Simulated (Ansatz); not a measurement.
## H-terminated Sn(111) slab, 1 bilayer: phonons and vibrational spectra

Task: relax H-terminated Sn(111) slab, 1 bilayer, then find its harmonic phonons.

Program: Ansatz 0.2.0. Level of theory: DFT LDA, scalar-relativistic, plane waves, PAW; PAW set soft_1. Results are calculated unless marked as measured.

## (1) Set-up

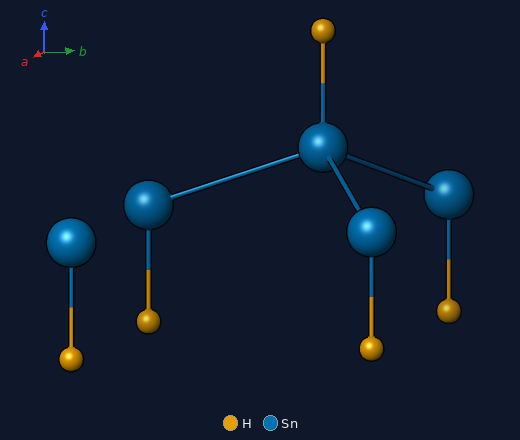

The starting structure, seen slightly off an axis (hydrogen orange, tin blue). Some periodic images of atoms are drawn too.

The cell holds 4 atoms: 2 H and 2 Sn. Its edges and angles: a = 4.589 Å, b = 4.589 Å, c = 17.397 Å, α = 90.0°, β = 90.0°, γ = 120.0°. Vacuum lies along c.

## (2) Bringing the structure to rest

Harmonic phonons are second derivatives at a point where the forces vanish, and they are wanted at zero stress, so atoms and cell are relaxed first.

The program solves this slab on a cell height of its own, 32.6 Å, in place of the one typed.

input.yaml reads:

```yaml
crystal:
  lattice:
    - [4.58912, 0.0, 0.0]
    - [-2.29456, 3.9743, 0.0]
    - [0.0, 0.0, 17.39675]
  atoms:
    - { symbol: H, position: [0.0, 0.0, 0.373633] }
    - { symbol: H, position: [0.333333, 0.666667, 0.626367] }
    - { symbol: Sn, position: [0.0, 0.0, 0.473077] }
    - { symbol: Sn, position: [0.333333, 0.666667, 0.526923] }
  periodic: [true, true, false]
kpoints:
  mp_grid: { grid: [6, 6, 1] }
hamiltonian:
  xc: lda
  pseudopotentials: { kind: paw, azcp: { folder: soft_1 }, xc_functional: pbe }
scf:
  occupations: { method: gaussian, width: 0.02 }
output:
  forces: true
  stress: true
  eigenvalues: true
  write_density: true
  write_potential: true
  elf: true
  volumetric_format: npy
relax:
  adjacent_minimum: "off"
  f_tol: 0.005
  max_steps: 80
  cell: { stress_2d_tol: 0.02 }
```

Command:

```
$ ansatz run input.yaml --threads 4 --pin off --max-ram 16384MiB --backend cpu --events-out ev --progress --plain --runs-dir out
```

Numbers of over 12 decimals in the logs are rounded to 6 here.

Log:

```text
Warning: crystal.periodic: the lattice vector that does not repeat stood 0.000° off the slab's normal, 17.397 Å along it as the deck builds it. The run solves the slab on a vector along the normal, 32.594 Å long, with every atom where it was (on the deck's vector they left 13.00 Å outside them, and the widest stretch free of ions among them is 1.73 Å). A fractional position that the run reports is one of the run's ce [...]
Warning: the atoms were moved onto the symmetric positions of the space group found under crystal.symmetry.tolerance 1.0e-5 (fractional; no operation is sought that the atoms, as they stand in a round, miss by more than twice it, and no atom is moved by as much as it), and the run uses the moved positions. Before a round's move an operation carried an atom to 2.29e-6 Å from where it should land, the largest such dist [...]
crystal.periodic: the lattice vector that does not repeat stood 0.000° off the slab's normal, 17.397 Å along it as the deck builds it. The run solves the slab on a vector along the normal, 32.594 Å long, with every atom where it was (on the deck's vector they left 13.00 Å outside them, and the widest stretch free of ions among them is 1.73 Å). A fractional position that the run reports is one of the run's cell, which [...]
Engine: ansatz 0.2.0, aarch64-unknown-linux-gnu
Pseudopotentials: kind: paw
Pseudopotential: H, paw, valence charge 1, recommended cutoff 420 eV (normal), soft_1/H.paw.azcp
Pseudopotential: Sn, paw, valence charge 14, recommended cutoff 420 eV (normal), soft_1/Sn.paw.azcp
Functional definition: SPW92
  exchange = slater_x
  correlation = pw_c
Crystal: 4 atoms, lattice volume = 594.458 Å³
Basis set: ecut = 420 eV, 11647 PW (Γ)
Bands: 19, of which v1, the nominal top of the filled ones, is band 15 counted from 1 (14 counted from 0)
Symmetry: 12 space group operations
Space group: P-3m1 (ITA 164), of the structure as read, at distance tolerance 8.4e-5 Å
k-points: 7 of 36
Non-local potential: H, projectors of the file, l = 0: 2, l = 1: 1
Non-local potential: Sn, projectors of the file, l = 0: 2, l = 1: 2, l = 2: 2, l = 3: 1
PAW form: soft (Blöchl's): semilocal exchange-correlation on the pseudo side does not see the compensation charge
PAW frozen core: Sn, regenerated for the run's functional, and the local potential with it (the file was generated under x = pbe(κ = 0.804, μ = 0.219515), c = pbe(β = 0.066725))
PAW one-centre angular grid: H, 110 points (default); XC on 64 Gauss nodes
PAW one-centre angular grid: Sn, 590 points (default); XC on 64 Gauss nodes
Initial density: superposition of atomic densities (neutral atoms: chi_scale 0, normalization atom)
Initial wavefunctions: pseudopotential atomic-orbital guess
Functional: x = slater, c = lda
SCF iter   1: F=—  HF=-11789.849065 eV  |F-HF|=—  |Δ(HF+E_count)|=         —  Δρ=1.57e-2  dr2=1.51e0  ethr=3.10e-3  ⟨swp⟩=12.4  Hψ=1007  notcnv=0
preconditioner: auto → Resta (q_TF=auto, 1.659 Å⁻¹)  ε∞=1.4  [insulator: Δε(μ)=0.709 eV  Ē_g=8.096 eV  σ=0.020 eV  W_gap=1.00  n_scr=46 (ndim 8)  ℏωp=4.8 eV  f_vac=0.789  D(μ)=0.00/eV (n_scr^D=0)  ε∞_Penn≈1.4  vacuum switching on, ρ_ref=4.8e-3 e/Å³]
SCF iter   2: F=—  HF=-11789.364945 eV  |F-HF|=—  |Δ(HF+E_count)|=   4.84e-1  Δρ=5.54e-3  dr2=2.17e-1  ethr=3.10e-3  ⟨swp⟩=3.0  Hψ=255  notcnv=0
SCF iter   3: F=—  HF=-11789.288068 eV  |F-HF|=—  |Δ(HF+E_count)|=   7.69e-2  Δρ=1.02e-3  dr2=7.21e-3  ethr=7.23e-4  ⟨swp⟩=3.6  Hψ=247  notcnv=0
SCF iter   4: F=—  HF=-11789.286277 eV  |F-HF|=—  |Δ(HF+E_count)|=   1.79e-3  Δρ=3.12e-4  dr2=3.11e-4  ethr=2.40e-5  ⟨swp⟩=3.6  Hψ=316  notcnv=0
SCF iter   5: F=—  HF=-11789.286410 eV  |F-HF|=—  |Δ(HF+E_count)|=   1.34e-4  Δρ=7.56e-5  dr2=3.13e-5  ethr=1.04e-6  ⟨swp⟩=2.6  Hψ=244  notcnv=0
SCF iter   6: F=—  HF=-11789.286401 eV  |F-HF|=—  |Δ(HF+E_count)|=   9.35e-6  Δρ=1.41e-5  dr2=7.11e-7  ethr=1.04e-7  ⟨swp⟩=3.0  Hψ=259  notcnv=0
SCF iter   7: F=-11789.286401 eV  HF=-11789.286401 eV  |F-HF|=1.65e-8  |Δ(HF+E_count)|=   1.64e-7  Δρ=3.28e-6  dr2=3.91e-8  ethr=3.33e-10  ⟨swp⟩=19.9  Hψ=1499  notcnv=0
SCF 1 converged in 7 iterations: F = -11789.286401 eV  dr2 = 3.91e-8
  greatest PAW one-centre occupation: 0.992 electrons in one spin orbital (limit 2), on the Sn atom at site 3 (counted from 0), in its partial waves of l = 2
relax step   1: F+E_penalty+E_count = -11789.28640122 eV  Δ(F+E_penalty+E_count) = +0.000e0 eV  max|allowed force component| = 4.024e-1 eV/Å  Δτ_max = 0.0000 Å  P = -0.601 N/m  Ω = 594.458 Å³  fix = [c, alpha, beta]  reactions: c -0.000 N/m  (7 SCF iters, dr2 threshold 1.00e-7 eV, accepted)
Crystal: 4 atoms, lattice volume = 592.896 Å³
Initial density: handed on by an earlier stage of this run
Initial wavefunctions: those handed on with the density
iter 1 solved again at ethr=5.23e-4 eV; its pass at ethr=3.10e-3 eV (dr2=1.57e-1 eV) is discarded
SCF iter   1: F=—  HF=-11789.223350 eV  |F-HF|=—  |Δ(HF+E_count)|=         —  Δρ=5.43e-3  dr2=1.56e-1  ethr=5.23e-4  ⟨swp⟩=2.0  Hψ=1182  notcnv=0
preconditioner: auto → Resta (q_TF=auto, 1.659 Å⁻¹)  ε∞=1.3  [insulator: Δε(μ)=0.463 eV  Ē_g=8.176 eV  σ=0.020 eV  W_gap=1.00  n_scr=46 (ndim 8)  ℏωp=4.8 eV  f_vac=0.824  D(μ)=0.00/eV (n_scr^D=0)  ε∞_Penn≈1.3  vacuum switching on, ρ_ref=4.8e-3 e/Å³]
SCF iter   2: F=—  HF=-11789.176625 eV  |F-HF|=—  |Δ(HF+E_count)|=   4.67e-2  Δρ=2.55e-3  dr2=2.21e-2  ethr=5.21e-4  ⟨swp⟩=4.0  Hψ=287  notcnv=0
SCF iter   3: F=—  HF=-11789.171808 eV  |F-HF|=—  |Δ(HF+E_count)|=   4.82e-3  Δρ=4.84e-4  dr2=9.15e-4  ethr=7.35e-5  ⟨swp⟩=3.6  Hψ=224  notcnv=0
SCF iter   4: F=—  HF=-11789.171661 eV  |F-HF|=—  |Δ(HF+E_count)|=   1.46e-4  Δρ=8.07e-5  dr2=3.28e-5  ethr=3.05e-6  ⟨swp⟩=3.3  Hψ=288  notcnv=0
SCF iter   5: F=—  HF=-11789.171673 eV  |F-HF|=—  |Δ(HF+E_count)|=   1.20e-5  Δρ=1.55e-5  dr2=2.14e-6  ethr=1.09e-7  ⟨swp⟩=2.7  Hψ=255  notcnv=0
iter 6 did not close the SCF: its close was put off until two iterations running show no level that it waits for move by more than its bar (scf_convergence_deferred on its scf_iter line)
SCF iter   6: F=-11789.171674 eV  HF=-11789.171674 eV  |F-HF|=7.69e-8  |Δ(HF+E_count)|=   2.90e-7  Δρ=4.61e-6  dr2=9.30e-8  ethr=1.33e-9  ⟨swp⟩=21.7  Hψ=1480  notcnv=0
iter 7 did not close the SCF: its close was put off until two iterations running show no level that it waits for move by more than its bar (scf_convergence_deferred on its scf_iter line)
SCF iter   7: F=-11789.171674 eV  HF=-11789.171674 eV  |F-HF|=5.45e-9  |Δ(HF+E_count)|=   9.02e-8  Δρ=8.22e-7  dr2=2.62e-9  ethr=3.10e-10  ⟨swp⟩=10.3  Hψ=1107  notcnv=0
[...]
SCF iter   7: F=—  HF=-11789.320615 eV  |F-HF|=—  |Δ(HF+E_count)|=   1.41e-8  Δρ=9.65e-7  dr2=5.39e-9  ethr=2.04e-10  ⟨swp⟩=3.0  Hψ=269  notcnv=0
SCF iter   8: F=—  HF=-11789.320615 eV  |F-HF|=—  |Δ(HF+E_count)|=   2.59e-9  Δρ=1.29e-7  dr2=1.53e-10  ethr=1.80e-11  ⟨swp⟩=3.1  Hψ=282  notcnv=0
SCF iter   9: F=—  HF=-11789.320615 eV  |F-HF|=—  |Δ(HF+E_count)|=  3.64e-11  Δρ=2.49e-8  dr2=5.82e-12  ethr=1.00e-12  ⟨swp⟩=3.1  Hψ=264  notcnv=0
SCF iter  10: F=-11789.320615 eV  HF=-11789.320615 eV  |F-HF|=1.64e-11  |Δ(HF+E_count)|=  7.28e-12  Δρ=6.16e-9  dr2=2.53e-13  ethr=1.00e-12  ⟨swp⟩=11.0  Hψ=840  notcnv=0
the search or the solves at the SCF's close seem to have found levels that the self-consistency loop had missed (the run counts 1). By its estimate they hold under 1e-12 electrons; where the run keeps them, the occupations were computed again with them
SCF 3 converged in 10 iterations: F = -11789.320615 eV  dr2 = 2.53e-13
relax step   3: F+E_penalty+E_count = -11789.32061458 eV  Δ(F+E_penalty+E_count) = -3.421e-2 eV  max|allowed force component| = 5.282e-2 eV/Å  Δτ_max = 0.0754 Å  P = -0.037 N/m  Ω = 594.588 Å³  energy of the carried Pulay correction = -4.110e-6 eV  fix = [c, alpha, beta]  reactions: c -0.000 N/m  (10 SCF iters, accepted)
[...]
relax step   4: F+E_penalty+E_count = -11789.32111319 eV  Δ(F+E_penalty+E_count) = -4.986e-4 eV  max|allowed force component| = 5.777e-3 eV/Å  Δτ_max = 0.0068 Å  P = -0.055 N/m  Ω = 593.603 Å³  energy of the carried Pulay correction = +2.692e-5 eV  fix = [c, alpha, beta]  reactions: c -0.000 N/m  (5 SCF iters, dr2 threshold 1.74e-7 eV, accepted)
[...]
relax step   5: F+E_penalty+E_count = -11789.32120924 eV  Δ(F+E_penalty+E_count) = -9.605e-5 eV  max|allowed force component| = 3.266e-3 eV/Å  Δτ_max = 0.0016 Å  P = -0.030 N/m  Ω = 592.738 Å³  energy of the carried Pulay correction = +5.420e-5 eV  fix = [c, alpha, beta]  reactions: c -0.000 N/m  (5 SCF iters, dr2 threshold 3.61e-9 eV, accepted)
[...]
relax step   6: F+E_penalty+E_count = -11789.32124777 eV  Δ(F+E_penalty+E_count) = -3.853e-5 eV  max|allowed force component| = 2.417e-3 eV/Å  Δτ_max = 0.0002 Å  P = -0.002 N/m  Ω = 592.106 Å³  energy of the carried Pulay correction = +7.417e-5 eV  fix = [c, alpha, beta]  reactions: c -0.000 N/m  (4 SCF iters, dr2 threshold 1.09e-9 eV, accepted)
Initial wavefunctions: pseudopotential atomic-orbital guess (no wavefunctions were taken with the density)
iter 1 solved again at ethr=2.81e-7 eV; its pass at ethr=3.10e-3 eV (dr2=8.43e-5 eV) is discarded
SCF iter   1: F=—  HF=-11789.321161 eV  |F-HF|=—  |Δ(HF+E_count)|=         —  Δρ=2.41e-6  dr2=1.20e-8  ethr=2.81e-7  ⟨swp⟩=5.3  Hψ=1575  notcnv=0
eigensolver tolerance schedule: the retry pair's looser diagonalisation over-reported the residual by 7047.97 of it (diagonalisation noise at 1.77 of the residual, at the tolerance the schedule requests for it); recorded, not acted on — ethr = c·dr2/N_el stays at c = 1.0e-1
SCF iter   2: F=—  HF=-11789.321171 eV  |F-HF|=—  |Δ(HF+E_count)|=   1.00e-5  Δρ=1.34e-6  dr2=6.53e-9  ethr=3.98e-11  ⟨swp⟩=5.4  Hψ=448  notcnv=0
SCF iter   3: F=—  HF=-11789.321171 eV  |F-HF|=—  |Δ(HF+E_count)|=   1.05e-9  Δρ=8.52e-7  dr2=1.37e-9  ethr=2.18e-11  ⟨swp⟩=2.9  Hψ=236  notcnv=0
SCF iter   4: F=—  HF=-11789.321171 eV  |F-HF|=—  |Δ(HF+E_count)|=  6.13e-10  Δρ=1.42e-7  dr2=2.20e-11  ethr=4.56e-12  ⟨swp⟩=3.1  Hψ=268  notcnv=0
SCF iter   5: F=—  HF=-11789.321171 eV  |F-HF|=—  |Δ(HF+E_count)|=  4.00e-11  Δρ=3.89e-8  dr2=1.41e-11  ethr=1.00e-12  ⟨swp⟩=13.0  Hψ=952  notcnv=0
SCF iter   6: F=—  HF=-11789.321171 eV  |F-HF|=—  |Δ(HF+E_count)|=  3.64e-12  Δρ=2.14e-8  dr2=4.18e-12  ethr=1.00e-12  ⟨swp⟩=1.0  Hψ=133  notcnv=0
SCF iter   7: F=-11789.321171 eV  HF=-11789.321171 eV  |F-HF|=1.09e-11  |Δ(HF+E_count)|=  7.28e-12  Δρ=2.59e-9  dr2=4.75e-14  ethr=1.00e-12  ⟨swp⟩=7.0  Hψ=569  notcnv=0
SCF 7 converged in 7 iterations: F = -11789.321171 eV  dr2 = 4.75e-14
relax step   7: F+E_penalty+E_count = -11789.32117141 eV  Δ(F+E_penalty+E_count) = +7.636e-5 eV  max|allowed force component| = 2.400e-3 eV/Å  Δτ_max = 0.0000 Å  P = -0.002 N/m  Ω = 592.106 Å³  fix = [c, alpha, beta]  reactions: c -0.000 N/m  stress off target by 1.96e-3 N/m on what of the cell is left free  SCF on the basis re-selected at this cell (its energy is not comparable with the rows above)  (7 SCF iters)
basis re-selected at this cell: Δ(F+E_penalty+E_count) = +7.636e-5 eV, ΔP = -0.000 N/m vs the last step (what re-selecting the basis moved, of the pressure what is left beyond the Pulay correction that the steps carried, after the strain that the cell walked since its last selection, with what the two solves' SCF thresholds leave and, on support functions, any second-order correction that the steps lacked; it is no m [...]
WARN: The output density's exchange-correlation potential varies sharply where the density is thin. Do not read a vacuum level from v_tot or v_xc, or from such a field of the output density. On a cell that repeats whose density bears no net charge and no dipole along the vacuum's axis use v_es (v_loc + v_h of the components); under efield.dipole_correction with no amplitude use v_es + v_field, which holds any externa [...]
SCF converged after 7 iterations
Free energy (F): -11789.321171 eV
Harris-Foulkes:  -11789.321171 eV  (|F-HF|=1.09e-11)
Internal energy: -11789.321171 eV  (E = F + TS)
E sigma→0 (E₀):  -11789.321171 eV
Fermi energy:    -4.723805 eV
--- Per-component energies (eV) ---
  E_band       = -610.395481
  E_kinetic    = 364.173963
  E_local      = -34838.598454  (includes V_loc(G=0)·N_el)
  E_nonlocal   = 300.279278
  E_hartree    = 17200.893177
  E_xc         = -265.735379
  E_vxc        = -182.931727  (∫ρ·V_xc dr)
  E_paw        = -8453.460987  (= ΣΔE_a)
  E_vpaw       = -655.103765  (= ΣTr[D̂ρ^β])
  E_aug_tail   = -0.001146  (compensation charges beyond the density's cutoff)
  E_ewald      = 13902.278593
  E_core_change = 0.849782  (= ΣΔE_core)
  E_smearing   = -0.000000  (= −TS)
  E_closure    = 0.000000  (closes the sum)
  Σ components = -11789.321171   (vs F -11789.321171, Δ=0.00e0)
--- Forces (eV/Å), atoms counted from 1 ---
  atom   1  H      0.00000000     0.00000000     0.00222045
  atom   2  H     -0.00000000    -0.00000000    -0.00222045
  atom   3  Sn    -0.00000000     0.00000000    -0.00240035
  atom   4  Sn     0.00000000    -0.00000000     0.00240035
  max |Σ_I F_I| component: 3.70e-17 eV/Å
--- 2D stress c σ (N/m, compression-positive) ---
       -0.001955       0.000000       0.000000
        0.000000      -0.001955      -0.000000
        0.000000      -0.000000      -0.000000
  P = ½ c Tr σ = -0.0020 N/m
--- Band table (eV; the first three rows and the last of 7) ---
  k-point 0: bands = [... 11 lower, -10.4639, -7.1875, -5.0406, -5.0406, -4.4075, -1.5349, -1.5349, -1.4881]
  k-point 1: bands = [... 11 lower, -10.5449, -7.2376, -6.7982, -5.4902, -3.1188, -1.4961 (-1.4961°), -1.3409, -0.7570]
  k-point 2: bands = [... 11 lower, -11.0962, -7.9732, -7.3658, -6.1174, -3.3237, -1.4056, -0.9736, 0.2785]
  k-point 6: bands = [... 11 lower, -12.4449, -7.7473, -7.7126, -7.7126, -1.2367, -1.1532, -1.1532, 0.5643]
  ° read free of the cell's end (the report's vacuum.weakly_bound_levels)
--- Relaxed structure (6 steps of the walk, 5 accepted, 1 SCFs on fresh bases) ---
  F+E_penalty+E_count = -11789.32117141 eV   max|allowed force component| = 2.400e-3 eV/Å   (the final SCF, on the basis selected at the relaxed cell)
  cell:  # Å, volume = 592.1059 Å³
    - [4.580036, 0.0, 0]
    - [-2.290018, 3.966427, 0]
    - [0, 0, 32.593500429]
  atoms:
    - { symbol: H, position: [-8.938365069957145e-18, -6.413603165588902e-17, 0.201492] }
    - { symbol: H, position: [0.333333, 0.666667, 0.332257] }
    - { symbol: Sn, position: [-8.983100393518683e-18, -6.42255023030121e-17, 0.254275] }
    - { symbol: Sn, position: [0.333333, 0.666667, 0.279474] }
```

The job ended after 12 s (4 threads of Arm Neoverse V2, shared host; peak memory 0.71 GiB; 46 s of CPU time).

Relaxation path:

| step | energy less that of the first step (eV) | largest force component (eV/Å) | volume (Å³) |
| --- | --- | --- | --- |
| 1 | 0.0000 | 0.4024 | 594.46 |
| 2 | 0.1147 | 1.0148 | 592.90 |
| 3 | -0.0342 | 0.0528 | 594.59 |
| 4 | -0.0347 | 0.0058 | 593.60 |
| 5 | -0.0348 | 0.0033 | 592.74 |
| 6 | -0.0348 | 0.0024 | 592.11 |
| 7* | -0.0348 | 0.0024 | 592.11 |

Relaxation steps marked * repeat the geometry before them on a plane-wave basis chosen anew for their cell, so energy and pressure can jump there. Relaxation step 2 was tried and not accepted.

Forces are held to the 12 operations that the run works with; a distortion that breaks them can't arise in this run.

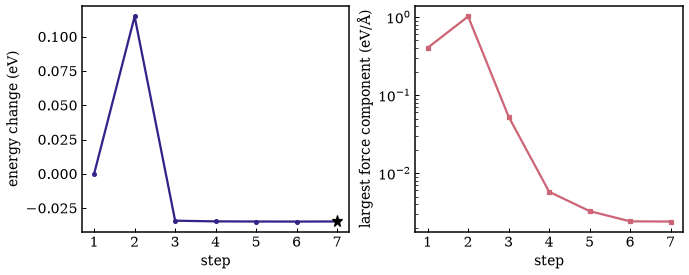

Energy and largest force along the relaxation. Stars mark steps on a basis chosen anew.

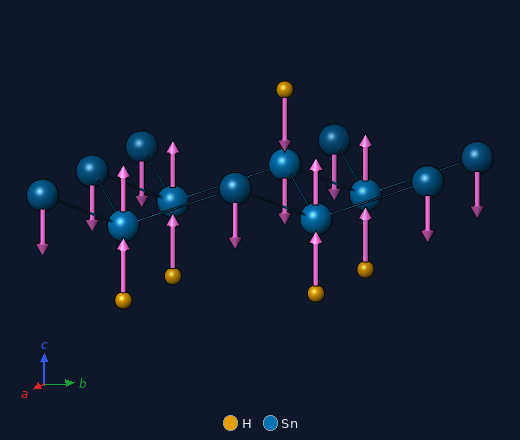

Displacements in the relaxation, exaggerated, measured against the changing cell; the longest in the cell stands for 0.07 Å. Some periodic images of atoms are drawn too.

| cell as run | before | after | change |
| --- | --- | --- | --- |
| a (Å) | 4.589 | 4.580 | -0.2 % |
| b (Å) | 4.589 | 4.580 | -0.2 % |

The atoms that moved most (Å, along periodic axes as changes of fractional coordinates times the final cell, across vacuum about the mean position):

| atom | dx | dy | dz | length |
| --- | --- | --- | --- | --- |
| H2 | 0.000 | 0.000 | -0.067 | 0.067 |
| H1 | 0.000 | 0.000 | 0.067 | 0.067 |
| Sn3 | 0.000 | 0.000 | 0.058 | 0.058 |
| Sn4 | 0.000 | 0.000 | -0.058 | 0.058 |

Final coordinates:

```xyz
4
Lattice="4.5800 0.0000 0.0000 -2.2900 3.9664 0.0000 0.0000 0.0000 32.5935" Properties=species:S:1:pos:R:3
H     0.0000    0.0000    6.5673
H     0.0000    2.6443   10.8294
Sn    0.0000    0.0000    8.2877
Sn    0.0000    2.6443    9.1090
```

Numbers from this step:

| Item | Value |
| --- | --- |
| gap on the k-mesh | 0.6331 eV |
| direct gap on mesh | 0.6331 eV |
| area per atom | 4.542 Å² |

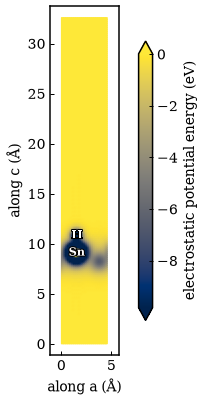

Electrostatic potential energy in the ac plane at fractional y = 0.667, with atoms of H and Sn within 0.2 Å of it. With pseudopotentials it is smooth inside the atoms' cores, unlike the true potential.

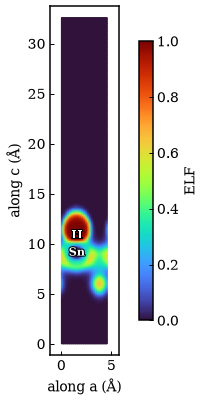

ELF in the ac plane at fractional y = 0.667, with atoms of H and Sn within 0.2 Å of it. It is the smooth field of the valence electrons, not physical close to the nuclei.

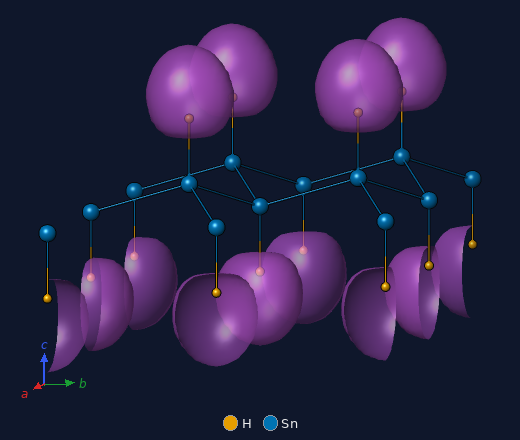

Surface of ELF = 0.85. 2×2×1 cells are drawn.

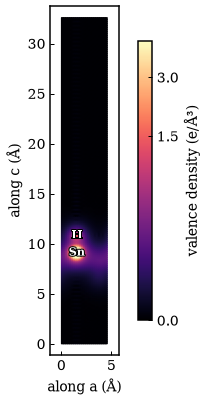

Valence density in the ac plane at fractional y = 0.667, with atoms of H and Sn within 0.2 Å of it. It is the smooth field of the valence electrons, not physical close to the nuclei. The colour scale is stretched toward low values.

(Continued in part 2 of 3.)

[Logs are printed without paths, hosts, clocks, repeated set-up lines and the standing remarks that a program may print on its own settings, such as how far it seeks lower states.]

[Hosts, paths, dates, database ids (printed as entryN), source tags and the programs' standing remarks are cut or masked in the printed files.]
